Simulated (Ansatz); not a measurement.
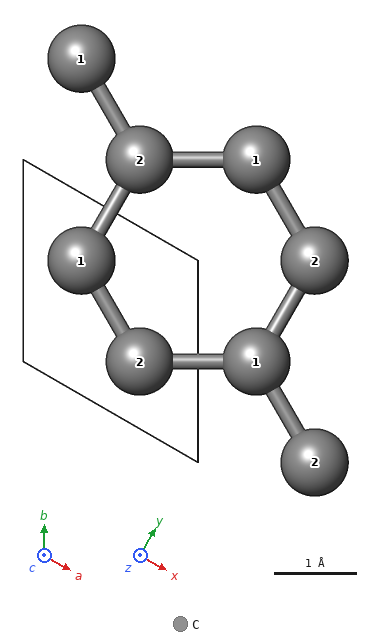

A scan of solid C (P6/mmm): the cell is strained in shear in the xy plane, with the atoms kept at their fractional coordinates. x, y and z are the Cartesian axes of the input. The picture shows the reference cell. Style: ball-and-stick. Shown: the cell of the calculation, repeated 2 × 2 × 1 with one cell outlined, along the c axis.

Level of theory: DFT PBE+D3(BJ), scalar-relativistic, plane waves, PAW (Ansatz). Settings: plane-wave cutoff 420 eV; k-point mesh 30 × 30 × 18; occupations gaussian; smearing width 0.15 eV; no spin polarisation. Energies (free energies at the smearing named) are counted from the relaxed crystal.

Input file:
```yaml
crystal:
  lattice:
    - [2.4647381352, 0.0, 0.0]
    - [-1.2323690676, 2.1345258387, 0.0]
    - [0.0, 0.0, 3.5674263381]
  atoms:
    - { symbol: C, position: [0.3333333333, 0.6666666667, 0.0] }
    - { symbol: C, position: [0.6666666667, 0.3333333333, 0.0] }
basis:
  ecutwfc: 420
kpoints:
  mp_grid: { grid: [30, 30, 18] }
hamiltonian:
  xc: pbe
  dispersion: d3bj
scf:
  occupations: { method: gaussian, width: 0.15 }
output:
  forces: true
  stress: true
  eigenvalues: true
```

Command:
```bash
ansatz run input.yaml --threads 1 --pin off --max-ram 2560MiB --backend cpu --events-out ev --progress --plain --runs-dir out
```

Question: Predict the energy profile (the strain: −0.040, −0.030, −0.020, −0.010, 0.000, 0.010, 0.020, 0.025, 0.030, 0.035, 0.040).

Answer:
```csv
engineering shear strain,energy change (meV/atom)
−0.040,20.2
−0.030,11.4
−0.020,5.1
−0.010,1.3
0.000,0.0
0.010,1.3
0.020,5.1
0.025,7.9
0.030,11.4
0.035,15.5
0.040,20.2
```

Points that are alike by symmetry were computed once.

Of the computed points the lowest is at the strain 0.00, 0.0 meV/atom. At the ends of the scan the energy is 20.2 meV/atom (−0.04) and 20.2 meV/atom (0.04). The curvature at zero strain, (1/V) d²E/dε², is about 430 GPa; it is C₆₆ with clamped ions. The distortion takes the space group from P6/mmm to P2/m. At the strain −0.04 the cell of the drawing goes b 2.465 → 2.508 Å, γ 120.0° → 121.7°.

The computed profile (hollow markers are points alike by symmetry):

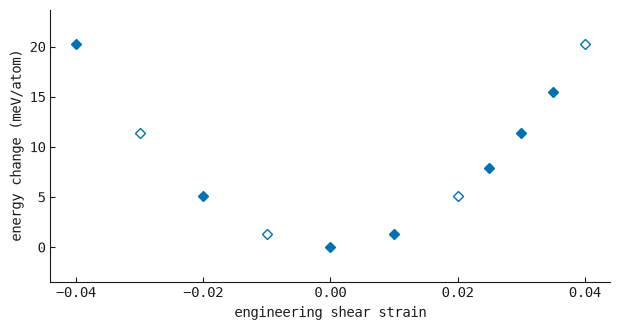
